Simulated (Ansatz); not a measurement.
**WSi₂: a changed input and its effect**

System: WSi₂ (I4/mmm, 3 atoms in the cell).
Method of the first run: Kohn-Sham DFT of a periodic cell, LDA, Ansatz PAW, no spin polarisation (Ansatz 0.2.0).

The structure derives from an entry of the Crystallography Open Database. Text and figures count atoms from 1; the logs count them from 0 in places.

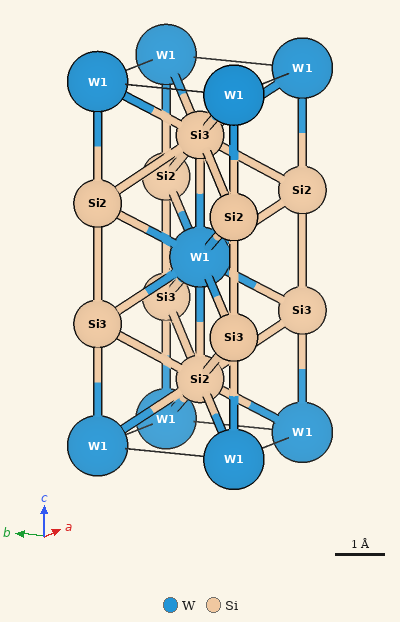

**Figure 1.** The structure as given in the input (ball-and-stick view of the cell 2 times as large as that of the calculation, set on its symmetry axes, seen at an oblique angle; atoms are numbered from 1 in the order of the input). Near neighbours in the crystal (not all of them lie inside the picture): W has 10 Si at 2.58 to 2.59 Å; Si has 5 Si at 2.55 to 2.60 Å and 5 W at 2.58 to 2.59 Å.

**Input, the first run**
```yaml
crystal:
  lattice:
    - [-1.5851824729, 1.5851824729, 3.8620387842]
    - [1.5851824729, -1.5851824729, 3.8620387842]
    - [1.5851824729, 1.5851824729, -3.8620387842]
  atoms:
    - { symbol: W, position: [0.0, 0.0, 0.0] }
    - { symbol: Si, position: [0.6653, 0.6653, 0.0] }
    - { symbol: Si, position: [0.3347, 0.3347, 0.0] }
hamiltonian:
  xc: lda
  pseudopotentials: { kind: paw }
kpoints:
  mp_grid: { grid: [12, 12, 12] }
scf:
  occupations: { method: fermi_dirac, width: 0.05 }
output:
  forces: true
  stress: true
  eigenvalues: true
```

Launched with:
```bash
ansatz run input.yaml --threads 2 --pin off --max-ram 5632MiB --backend cpu --events-out ev --progress --plain --runs-dir out
```

Hardware: 2 threads of Arm Neoverse V2, 24 GiB of memory available, shared host.

**Output, shortened to warnings, some set-up lines, iterations and results (the first run)**
```
Basis set: ecut = 420 eV, 761 PW (Γ)
Symmetry: 16 space group operations
k-points: 163 of 1728
Initial density: superposition of atomic densities (neutral atoms: chi_scale 0, normalization atom), corrected by the library's trained network
[...]
SCF iter   1: F=—  HF=-11348.458393 eV  |F-HF|=—  |Δ(HF+E_count)|=         —  Δρ=6.58e-3  dr2=1.45e-2  ethr=1.77e-3  ⟨swp⟩=5.4  Hψ=14337  notcnv=0
SCF iter   2: F=—  HF=-11348.455493 eV  |F-HF|=—  |Δ(HF+E_count)|=   2.90e-3  Δρ=3.42e-3  dr2=2.56e-3  ethr=6.57e-5  ⟨swp⟩=1.1  Hψ=3784  notcnv=0
SCF iter   3: F=—  HF=-11348.454949 eV  |F-HF|=—  |Δ(HF+E_count)|=   5.44e-4  Δρ=9.21e-4  dr2=2.02e-4  ethr=1.17e-5  ⟨swp⟩=2.4  Hψ=3305  notcnv=0
SCF iter   4: F=—  HF=-11348.454890 eV  |F-HF|=—  |Δ(HF+E_count)|=   5.94e-5  Δρ=8.94e-5  dr2=2.34e-6  ethr=9.18e-7  ⟨swp⟩=2.3  Hψ=3613  notcnv=0
SCF iter   5: F=—  HF=-11348.454891 eV  |F-HF|=—  |Δ(HF+E_count)|=   7.41e-7  Δρ=1.06e-5  dr2=2.11e-8  ethr=1.06e-8  ⟨swp⟩=2.4  Hψ=3487  notcnv=0
SCF iter   6: F=-11348.454891 eV  HF=-11348.454891 eV  |F-HF|=2.91e-10  |Δ(HF+E_count)|=  3.64e-12  Δρ=1.72e-6  dr2=9.43e-10  ethr=9.61e-11  ⟨swp⟩=2.1  Hψ=8366  notcnv=0
SCF 1 converged in 6 iterations: F = -11348.454891 eV  dr2 = 9.43e-10
SCF converged after 6 iterations
Free energy (F): -11348.454891 eV
Harris-Foulkes:  -11348.454891 eV  (|F-HF|=2.91e-10)
Internal energy: -11348.453053 eV  (E = F + TS)
E sigma→0 (E₀):  -11348.453972 eV
Entropy (-TS):   -0.001838 eV (-0.613 meV/atom)
Fermi energy:    17.269245 eV
--- Per-component energies (eV) ---
  E_band       = -70.111888
  E_kinetic    = 546.526271
  E_local      = -928.914800  (includes V_loc(G=0)·N_el)
  E_nonlocal   = 59.316675
  E_hartree    = 365.904236
  E_xc         = -381.282881
  E_vxc        = -341.835890  (∫ρ·V_xc dr)
  E_paw        = -9282.619700  (= ΣΔE_a)
  E_vpaw       = -137.012707  (= ΣTr[D̂ρ^β])
  E_aug_tail   = -0.000064  (compensation charges beyond the density's cutoff)
  E_ewald      = -1727.834604
  E_core_change = 0.451814  (= ΣΔE_core)
  E_smearing   = -0.001838  (= −TS)
  E_closure    = 0.000000  (closes the sum)
  Σ components = -11348.454891   (vs F -11348.454891, Δ=0.00e0)
--- Forces (eV/Å), atoms counted from 1 ---
  atom   1  W      0.00000000     0.00000000     0.00000000
  atom   2  Si     0.00000000    -0.00000000     0.05984465
  atom   3  Si    -0.00000000     0.00000000    -0.05984465
  max |Σ_I F_I| component: 1.39e-17 eV/Å
--- Stress (GPa, compression-positive) ---
        3.521113       0.000000      -0.000000
        0.000000       3.521113       0.000000
       -0.000000       0.000000       4.804076
  P = ⅓ Tr σ = 3.9488 GPa (39.488 kbar)
```

For the second run the input was changed thus:
```diff
-    - [-1.5851824729, 1.5851824729, 3.8620387842]
-    - [1.5851824729, -1.5851824729, 3.8620387842]
-    - [1.5851824729, 1.5851824729, -3.8620387842]
+    - [-1.5740969181, 1.5740969181, 3.8350306363]
+    - [1.5740969181, -1.5740969181, 3.8350306363]
+    - [1.5740969181, 1.5740969181, -3.8350306363]
```

How does the second run compare with the first run?

With the same functional and potentials, the second run lies 11.4 meV per atom higher. The pressure goes from 3.95 to 9.66 GPa. The largest force goes from 0.060 to 0.121 eV/Å. The volume per atom goes from 12.94 to 12.67 Å³. The cell is scaled evenly with the atoms at fixed fractional positions, so −ΔP/Δ ln V estimates the bulk modulus midway between the two volumes: about 270 GPa. The number of SCF iterations is the same.

**Output, shortened to warnings, some set-up lines, iterations and results (the second run)**
```
Basis set: ecut = 420 eV, 761 PW (Γ)
Symmetry: 16 space group operations
k-points: 163 of 1728
Initial density: superposition of atomic densities (neutral atoms: chi_scale 0, normalization atom), corrected by the library's trained network
[...]
SCF iter   1: F=—  HF=-11348.424033 eV  |F-HF|=—  |Δ(HF+E_count)|=         —  Δρ=6.54e-3  dr2=1.29e-2  ethr=1.77e-3  ⟨swp⟩=5.4  Hψ=14407  notcnv=0
SCF iter   2: F=—  HF=-11348.421418 eV  |F-HF|=—  |Δ(HF+E_count)|=   2.62e-3  Δρ=3.45e-3  dr2=2.52e-3  ethr=5.87e-5  ⟨swp⟩=1.2  Hψ=3777  notcnv=0
SCF iter   3: F=—  HF=-11348.420854 eV  |F-HF|=—  |Δ(HF+E_count)|=   5.64e-4  Δρ=8.67e-4  dr2=1.83e-4  ethr=1.14e-5  ⟨swp⟩=2.4  Hψ=3393  notcnv=0
SCF iter   4: F=—  HF=-11348.420796 eV  |F-HF|=—  |Δ(HF+E_count)|=   5.82e-5  Δρ=8.87e-5  dr2=2.21e-6  ethr=8.32e-7  ⟨swp⟩=2.3  Hψ=3603  notcnv=0
SCF iter   5: F=—  HF=-11348.420795 eV  |F-HF|=—  |Δ(HF+E_count)|=   4.69e-7  Δρ=1.04e-5  dr2=2.09e-8  ethr=1.00e-8  ⟨swp⟩=2.2  Hψ=3508  notcnv=0
SCF iter   6: F=-11348.420795 eV  HF=-11348.420795 eV  |F-HF|=2.26e-10  |Δ(HF+E_count)|=  3.26e-10  Δρ=1.57e-6  dr2=7.26e-10  ethr=9.51e-11  ⟨swp⟩=2.1  Hψ=8626  notcnv=0
SCF 1 converged in 6 iterations: F = -11348.420795 eV  dr2 = 7.26e-10
SCF converged after 6 iterations
Free energy (F): -11348.420795 eV
Harris-Foulkes:  -11348.420795 eV  (|F-HF|=2.26e-10)
Internal energy: -11348.419002 eV  (E = F + TS)
E sigma→0 (E₀):  -11348.419899 eV
Entropy (-TS):   -0.001793 eV (-0.598 meV/atom)
Fermi energy:    17.691392 eV
--- Per-component energies (eV) ---
  E_band       = -61.772790
  E_kinetic    = 548.812999
  E_local      = -914.662682  (includes V_loc(G=0)·N_el)
  E_nonlocal   = 59.702965
  E_hartree    = 362.269486
  E_xc         = -382.163041
  E_vxc        = -342.949614  (∫ρ·V_xc dr)
  E_paw        = -9282.827636  (= ΣΔE_a)
  E_vpaw       = -137.215551  (= ΣTr[D̂ρ^β])
  E_aug_tail   = -0.000053  (compensation charges beyond the density's cutoff)
  E_ewald      = -1740.002854
  E_core_change = 0.451814  (= ΣΔE_core)
  E_smearing   = -0.001793  (= −TS)
  E_closure    = 0.000000  (closes the sum)
  Σ components = -11348.420795   (vs F -11348.420795, Δ=0.00e0)
--- Forces (eV/Å), atoms counted from 1 ---
  atom   1  W     -0.00000000     0.00000000     0.00000000
  atom   2  Si     0.00000000     0.00000000     0.12100767
  atom   3  Si     0.00000000     0.00000000    -0.12100767
  max |Σ_I F_I| component: 1.39e-16 eV/Å
--- Stress (GPa, compression-positive) ---
        8.963496       0.000000       0.000000
        0.000000       8.963496      -0.000000
        0.000000      -0.000000      11.057551
  P = ⅓ Tr σ = 9.6615 GPa (96.615 kbar)
```

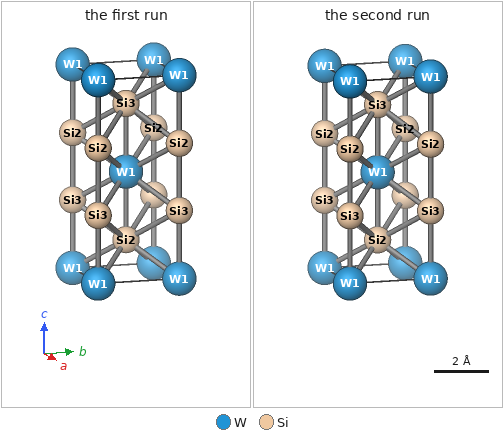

**Figure 2.** The two input geometries at one scale (ball-and-stick view of the cell 2 times as large as that of the calculation, set on its symmetry axes, seen slightly off an axis). No atom moves by more than 0.005 Å relative to the cell. The drawn cell changes as follows: a = b 3.170 → 3.148 Å (−0.7 %), c 7.724 → 7.670 Å (−0.7 %); the volume changes by −2.1 %. Among the contacts that change: Si2–Si3 2.596 → 2.578 Å, W1–Si2 2.585 → 2.567 Å.

**The two runs side by side**

| quantity | the first run | the second run |
| --- | --- | --- |
| outcome | converged | converged |
| free energy per atom (eV) | −3782.8183 | −3782.8069 |
| energy per atom, smearing taken to zero (eV) | −3782.8180 | −3782.8066 |
| gap on the mesh (eV) | 0.00 | 0.00 |
| pressure (GPa) | 3.95 | 9.66 |
| volume per atom (Å³) | 12.94 | 12.67 |
| largest force (eV/Å) | 0.060 | 0.121 |
| SCF iterations | 6 | 6 |
| irreducible k-points | 163 | 163 |
| plane waves at Γ | 761 | 761 |
| wall time (shared host) | 2.6 s | 2.6 s |

For both runs: Spin–orbit coupling is left out, which matters for W. For the second run: The cell is under a pressure of 9.7 GPa at this level, so it is not at its equilibrium volume.
